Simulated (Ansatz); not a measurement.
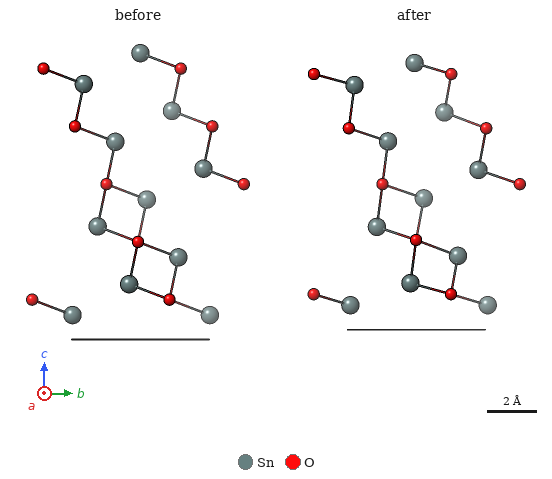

The structure of a slab of composition SnO (cut from the P4/nmm phase) before (left) and after (right) a relaxation, at one scale.

The picture is a polyhedral view of the cell of the calculation, outlined in the plane, without the vacuum (origin shifted), seen along the a axis.

Case: (1 1 1) slab, atoms relaxed. The slab is the (1 1 1) face of SnO.

Level of theory: DFT r2SCAN, scalar-relativistic, plane waves, PAW in Ansatz. Settings: plane-wave cutoff 500 eV; k-point mesh 7 × 6 × 1; occupations gaussian; smearing width 0.05 eV; no spin polarisation; dipole correction; atoms relaxed in a fixed cell; force threshold 0.02 eV/Å; at most 60 steps.

Summarise the run.

Over 8 accepted moves (10 points after the start) the energy falls by 1.424 eV per cell of the calculation. The largest force component goes from 3.1 to 0.0042 eV/Å. The line search rejected the trial steps at points 6, 8 of the run. The largest moves relative to the layer's centre, 0.41 Å, are those of Sn atoms. Largest moves by element: Sn 0.41 Å, O 0.32 Å. The cell doesn't change. Among the contacts that change: O–Sn 2.223 → 2.037 Å, O–Sn 2.223 → 2.117 Å, O–Sn 2.223 → 2.157 Å, O–Sn 2.223 → 2.271 Å. Bond angles that change, for instance: O–Sn–O 74.6° → 82.4°, Sn–O–Sn 105.4° → 110.2°, O–Sn–O 74.6° → 79.3°.
